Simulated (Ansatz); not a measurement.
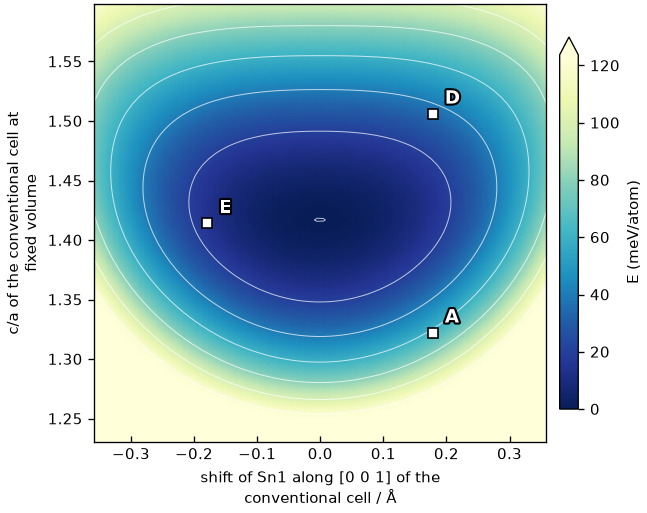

SnSe (Fm-3m, No. 225; 4 atoms in the cell). 
- The energy is mapped over a free internal coordinate and the cell.
- The first coordinate is: shift of Sn1 along [0 0 1] of the conventional cell, Cartesian (0 0 1), its symmetry partners moved as symmetry demands (measured in the relaxed cell); the second: c/a of the conventional cell at fixed volume.
- Nothing is relaxed (all other coordinates fixed).
- The grid has 5 × 5 points.
- Points are written as (first, second).
- Energies are in meV/atom, from the lowest grid point.
- The band gap closes in part of the range.
- Method: DFT PBE+D3(BJ), scalar-relativistic, plane waves, PAW (Ansatz). Settings: cutoff 420 eV, k-mesh 8×8×6 in the order of the run's cell vectors, gaussian smearing 0.03 eV, no spin polarisation.

The picture shows a smooth colour map with a few white contour lines, one colour for all values above the top of the scale, lettered points. Between grid points the surface is interpolated.

> Is D the lowest point of the computed grid?

No. D lies 36 meV/atom above the lowest grid point, which is at (0.00 Å, 1.414).

> Rank the lettered points by energy, lowest first.

E (15 meV/atom), D (36 meV/atom), A (63 meV/atom).
